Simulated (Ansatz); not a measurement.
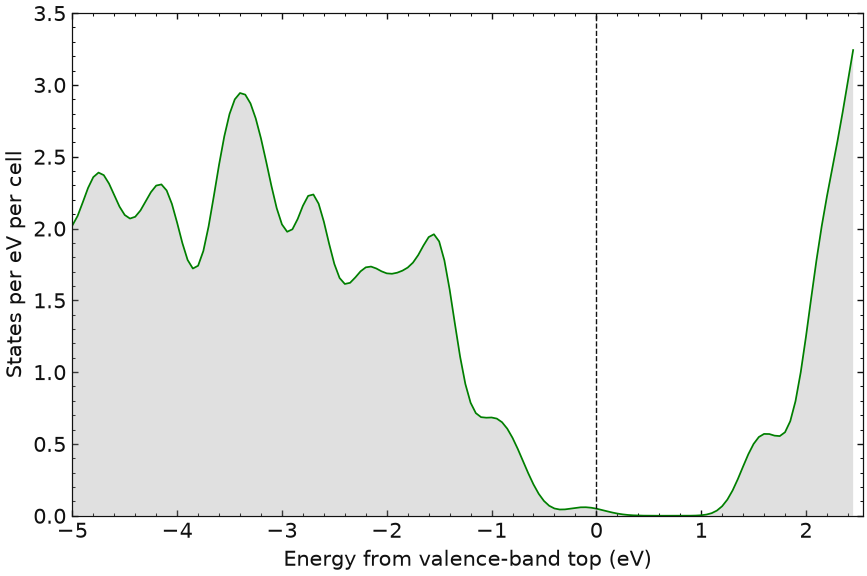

Density of states. Energies are counted from the top of the valence band. The curve is built from the levels of the k mesh with Gaussians 0.4 eV wide, which also blur the band edges.

System: WS2, space group R3m, 3 atoms in the cell, 3R (MoS2) bulk type, uniaxial (z) strain −2.0%.

```cif
data_structure
_symmetry_space_group_name_H-M 'R3m:H'
_symmetry_Int_Tables_number 160
_cell_length_a 3.1718
_cell_length_b 3.1718
_cell_length_c 18.3382
_cell_angle_alpha 90.000
_cell_angle_beta 90.000
_cell_angle_gamma 120.000
_cell_volume 159.77
loop_
_atom_site_label
_atom_site_type_symbol
_atom_site_symmetry_multiplicity
_atom_site_Wyckoff_symbol
_atom_site_fract_x
_atom_site_fract_y
_atom_site_fract_z
_atom_site_occupancy
W1 W 3 a 0.00000 0.00000 0.00002 1
S1 S 3 a 0.33333 0.66667 0.24830 1
S2 S 3 a 0.66667 0.33333 0.08502 1
```

Computed with Ansatz 0.2.0: DFT, HSE06, plane waves, PAW, no spin polarisation, 6×6×6 k mesh, 420 eV cutoff.

Question: Metal or insulator, going by the density of states?

Answer: There is a gap; over the k points computed it is 1.51 eV (indirect; the smallest direct gap is 2.32 eV).

Question: Where is the tallest peak of the filled states in the window?

Answer: Within the window shown, the tallest peak of the filled states lies 3.4 eV under the valence-band top, at about 2.9 states per eV and cell.

Spin-orbit coupling is left out, which matters for W.
